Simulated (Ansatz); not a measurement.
**A series of single points on Cr**

System: Cr (P6₃/mmc, 2 atoms in the cell).
Method: Kohn-Sham DFT of a periodic cell, PBEsol, Ansatz PAW, spin-polarised (Ansatz 0.2.0).

The 5 runs differ only in the geometry, by a strain of the cell at fixed fractional positions. Against run 3, the strain is εxy = η. The structure derives from an entry of the Crystallography Open Database.

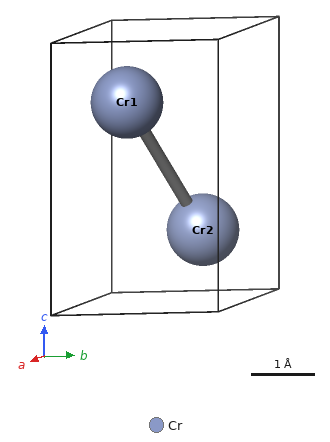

Figure 1. The structure of run 3 (ball-and-stick view of the cell of the calculation, seen slightly off an axis; atoms are numbered from 1 in the order of the input).

### Input of run 3
```yaml
crystal:
  lattice:
    - [2.714, 0.0, 0.0]
    - [-1.357, 2.3503929459, 0.0]
    - [0.0, 0.0, 4.41]
  atoms:
    - { symbol: Cr, position: [0.6666666667, 0.3333333333, 0.75], spin: 3.0 }
    - { symbol: Cr, position: [0.3333333333, 0.6666666667, 0.25], spin: 3.0 }
hamiltonian:
  xc: pbesol
  pseudopotentials: { kind: paw }
magnetization:
  spin_polarized: true
kpoints:
  mp_grid: { grid: [9, 9, 5] }
scf:
  occupations: { method: fermi_dirac, width: 0.05 }
output:
  forces: true
  stress: true
  eigenvalues: true
```

Command:
```bash
ansatz run input.yaml --threads 2 --pin off --max-ram 5632MiB --backend cpu --events-out ev --progress --plain --runs-dir out
```

Lattice vectors (Å) and fractional positions of run 3:
```
   2.714000    0.000000    0.000000
  -1.357000    2.350393    0.000000
   0.000000    0.000000    4.410000
Cr  0.666667  0.333333  0.750000
Cr  0.333333  0.666667  0.250000
```

Run 4 differs from it as follows:
```diff
-    - [2.714, 0.0, 0.0]
-    - [-1.357, 2.3503929459, 0.0]
+    - [2.714, 0.01357, 0.0]
+    - [-1.3452480353, 2.3436079459, 0.0]
```

### Results, with one run withheld

```csv
run,strain parameter η (%),"free energy per atom, from the lowest run given (meV)",pressure (GPa)
1,−1.0000,0.00,−32.53
2,−0.5000,0.93,−32.37
3,0.0000,1.23,−32.32
4,0.5000,?,?
5,1.0000,0.00,−32.53
```

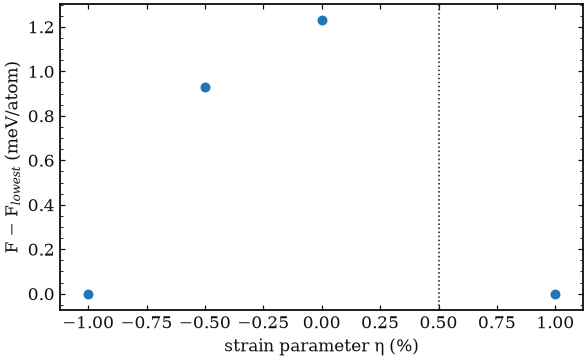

Figure 2. Free energy per atom of the runs given; the dotted line marks run 4.

Fit the runs given and predict run 4.

A quadratic polynomial in the coordinate, fitted to the 4 runs given, misses them by under 0.01 meV per atom. With x = η + 0.1250, it reads F = 1.2141 + 0.30709 x − 1.2327 x² (meV per atom). At run 4 it gives 0.92 meV per atom, and the run itself gives 0.93. The fit has no minimum inside this range.

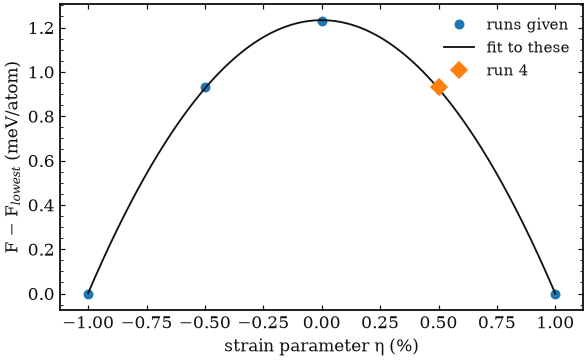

Figure 3. The fit and the withheld run.

### Output, shortened to warnings, some set-up lines, iterations and results (run 4)
```
Basis set: ecut = 420 eV, 549 PW (Γ), exchange–correlation on 40×40×60 points (8 copies of the dense FFT grid, shifted against one another)
Symmetry: 4 space group operations
k-points: 123 of 405
Initial density: superposition of atomic densities (chi_scale 0.1, normalization cell)
[...]
SCF iter   1: F=—  HF=-6701.256990 eV  |F-HF|=—  |Δ(HF+E_count)|=         —  Δρ=2.52e-1 (↑2.52e-1 ↓7.83e-2)  dr2=1.15e1  dr2_m=6.00e0  M=1.993 μB ∫|m|=1.993 μB  β_m=0.30  …
SCF iter   2: F=—  HF=-6698.089994 eV  |F-HF|=—  |Δ(HF+E_count)|=         —  Δρ=1.42e-1 (↑1.42e-1 ↓5.78e-2)  dr2=3.32e0  dr2_m=2.24e0  M=2.222 μB ∫|m|=2.222 μB  β_m=0.30  …
SCF iter   3: F=—  HF=-6696.994160 eV  |F-HF|=—  |Δ(HF+E_count)|=    1.10e0  Δρ=5.72e-2 (↑5.72e-2 ↓5.17e-2)  dr2=1.88e-1  dr2_m=7.01e-1  M=2.444 μB ∫|m|=2.444 μB  β_m=0.39  …
SCF iter   4: F=—  HF=-6696.850015 eV  |F-HF|=—  |Δ(HF+E_count)|=         —  Δρ=3.59e-2 (↑3.59e-2 ↓2.86e-2)  dr2=6.04e-2  dr2_m=2.57e-1  M=2.281 μB ∫|m|=2.281 μB  β_m=0.39  …
SCF iter   5: F=—  HF=-6696.815551 eV  |F-HF|=—  |Δ(HF+E_count)|=   3.45e-2  Δρ=2.22e-2 (↑1.95e-2 ↓2.22e-2)  dr2=6.49e-3  dr2_m=1.08e-1  M=2.228 μB ∫|m|=2.229 μB  β_m=0.67  …
[... 8 lines ...]
SCF 1 converged in 13 iterations: F = -6696.814564 eV  dr2 = 8.62e-10
SCF iter   1: F=—  HF=-6696.814564 eV  |F-HF|=—  |Δ(HF+E_count)|=         —  Δρ=1.52e-6 (↑1.52e-6 ↓1.00e-6)  dr2=8.62e-10  dr2_m=1.14e-10  M=1.510 μB ∫|m|=1.511 μB  …
SCF iter   2: F=—  HF=-6696.877051 eV  |F-HF|=—  |Δ(HF+E_count)|=   6.25e-2  Δρ=4.47e-2 (↑4.47e-2 ↓2.31e-2)  dr2=1.83e0  dr2_m=3.99e-2  M=1.822 μB ∫|m|=2.000 μB  ethr=3.57e-6 …
SCF iter   3: F=—  HF=-6696.808426 eV  |F-HF|=—  |Δ(HF+E_count)|=   6.86e-2  Δρ=2.72e-3 (↑2.72e-3 ↓3.45e-4)  dr2=3.81e-3  dr2_m=4.98e-4  M=1.911 μB ∫|m|=1.932 μB  …
SCF iter   4: F=—  HF=-6696.814563 eV  |F-HF|=—  |Δ(HF+E_count)|=   6.14e-3  Δρ=2.71e-4 (↑2.71e-4 ↓1.57e-4)  dr2=9.36e-5  dr2_m=1.84e-6  M=1.516 μB ∫|m|=1.517 μB  …
an SCF along what the orbitals of the run's state read of its open shells (or to have them read: on a GPU, or by another smearing), with 2 of the crystal's symmetry operations given up, reached no lower state that the run goes on to. This is no proof of a minimum
SCF converged after 13 iterations
Magnetization: 1.5097 μB (14.7549 up, 13.2451 down)
Absolute magnetization: 1.5107 μB (∫|ρ↑−ρ↓|, with the PAW one-centre terms)
Spin contamination: 0.0038 ħ² per cell (⟨S²⟩ above its minimum at these occupations)
Per-site moments (μB) at R_I (Å): [(0.6929670670171157, 1.1142149962580294), (0.6929670670171157, 1.1142149962580294)]
Free energy (F): -6696.814564 eV
Harris-Foulkes:  -6696.814564 eV  (|F-HF|=6.13e-10)
Internal energy: -6696.778041 eV  (E = F + TS)
E sigma→0 (E₀):  -6696.796303 eV
Entropy (-TS):   -0.036523 eV (-18.261 meV/atom)
Fermi energy:    15.086142 eV
--- Per-component energies (eV) ---
  E_band       = -394.569482
  E_kinetic    = 678.345488
  E_local      = -2696.308028  (includes V_loc(G=0)·N_el)
  E_nonlocal   = 159.840636
  E_hartree    = 1145.143574
  E_xc         = -274.258536
  E_vxc        = -351.184899  (∫ρ·V_xc dr)
  E_paw        = -2333.036373  (= ΣΔE_a)
  E_vpaw       = -475.552273  (= ΣTr[D̂ρ^β])
  E_aug_tail   = 0.000777  (compensation charges beyond the density's cutoff)
  E_ewald      = -3376.825580
  E_core_change = 0.319999  (= ΣΔE_core)
  E_smearing   = -0.036523  (= −TS)
  E_closure    = -0.000000  (closes the sum)
  Σ components = -6696.814564   (vs F -6696.814564, Δ=0.00e0)
--- Forces (eV/Å), atoms counted from 1 ---
  atom   1  Cr     0.02206468    -0.00030195     0.00000000
  atom   2  Cr    -0.02206468     0.00030195     0.00000000
  max |Σ_I F_I| component: 3.47e-18 eV/Å
--- Stress (GPa, compression-positive) ---
      -34.414240       0.515124       0.000000
        0.515123     -34.415892       0.000000
        0.000000       0.000000     -28.285537
  P = ⅓ Tr σ = -32.3719 GPa (-323.719 kbar)
```
